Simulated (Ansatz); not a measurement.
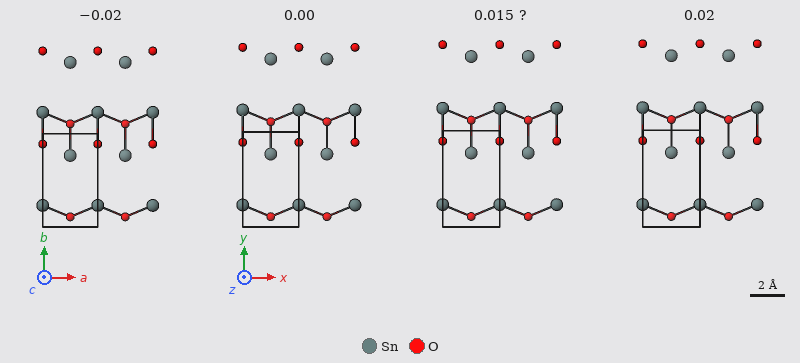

Energy scan for crystalline SnO (Pmn2_1), in which the cell is strained equally along x and y, with the atoms kept at their fractional coordinates. x, y and z are the Cartesian axes of the input. A ball-and-stick model of the cell of the calculation, repeated 2 × 2 × 1 with one cell outlined, seen along the c axis.

Method: DFT PBEsol+D3(BJ), scalar-relativistic, plane waves, PAW in Ansatz 0.2.0. (plane-wave cutoff 420 eV; k-point mesh 8 × 6 × 6; occupations gaussian; smearing width 0.05 eV; no spin polarisation). Energies (free energies at the smearing named) are counted from the cell as listed in its source, which wasn't relaxed.

```json
{"strain": "−0.0200", "E − E(ref) (meV/atom)": "−15.1"}
{"strain": "−0.0150", "E − E(ref) (meV/atom)": "−13.1"}
{"strain": "−0.0100", "E − E(ref) (meV/atom)": "−9.9"}
{"strain": "−0.0050", "E − E(ref) (meV/atom)": "−5.5"}
{"strain": "0.0000", "E − E(ref) (meV/atom)": "0.0"}
{"strain": "0.0050", "E − E(ref) (meV/atom)": "6.6"}
{"strain": "0.0100", "E − E(ref) (meV/atom)": "14.2"}
{"strain": "0.0150", "E − E(ref) (meV/atom)": "?"}
{"strain": "0.0175", "E − E(ref) (meV/atom)": "27.5"}
{"strain": "0.0200", "E − E(ref) (meV/atom)": "32.4"}
```

### Estimate the missing energy from the other rows, and compare with the calculation.

A straight line between the two neighbours gives 23.1 meV/atom. A cubic through the four nearest rows (0.0050, 0.0100, 0.0175, 0.0200) gives, with Lagrange weights, (−0.0667)(6.6) + (0.3333)(14.2) + (1.0667)(27.5) + (−0.3333)(32.4) = 22.8 meV/atom. The calculation gives 22.8 meV/atom, so the cubic is right to the digits shown and the straight line 0.3 meV/atom too high, as the curve bends upwards here.

The whole profile:

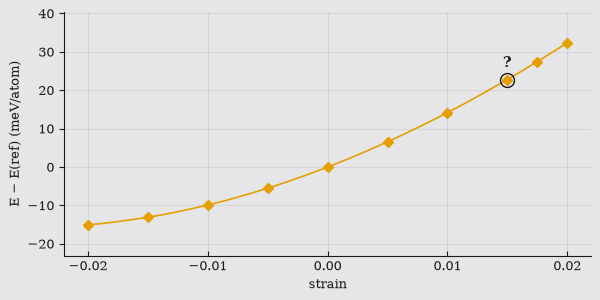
